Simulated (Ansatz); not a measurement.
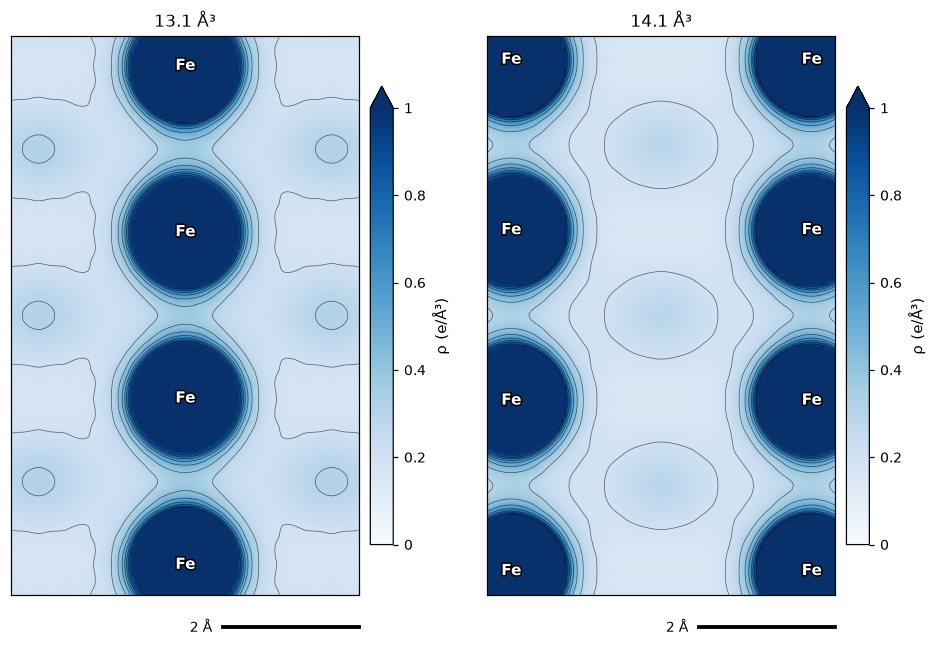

Fe. The valence pseudo-density of cells scaled evenly to different volumes (given per atom above each panel), on the (010) plane of each (indices in the axes of the cell below), at one length scale and on one colour scale.

A generated structure, not necessarily the stable one; spin-polarised.

All numbers below come from DFT, BLYP, plane waves (420 eV) with PAW, scalar-relativistic (Ansatz).

Core electrons are frozen (PAW), and the valence fields are smoothed inside the atomic spheres.

The largest cell:

```
Fe
1.0
     4.41117    0.00000    0.00000
    -2.20559    3.82019    0.00000
     0.00000    0.00000    2.50289
Fe
3
Direct
  0.00000 0.00000 0.00000
  0.33333 0.66667 0.50000
  0.66667 0.33333 0.50000
```

| volume (Å³/atom) | Fe–Fe contact in the plane (Å) | ρ at its midpoint (e/Å³) | pressure (GPa) | largest moment (μB) | 
| --- | --- | --- | --- | --- |
| 13.05 | 2.442 | 0.372 | −4.7 | 2.66 | 
| 13.56 | 2.473 | ? | ? | ? | 
| 14.06 | 2.503 | 0.330 | −11.6 | 2.77 | 

> What values belong in the row with question marks?

Over the known rows ln ρ falls by 1.96 per Å of Fe–Fe distance (the line through the two), which gives 0.350 e/Å³ at 2.473 Å; the calculation gives 0.351 e/Å³. For the pressure, a straight line in volume between the neighbouring rows gives −8.2 GPa; the calculation gives −8.3. For the largest moment, a straight line in volume between the neighbouring rows gives 2.72 μB; the calculation gives 2.72.
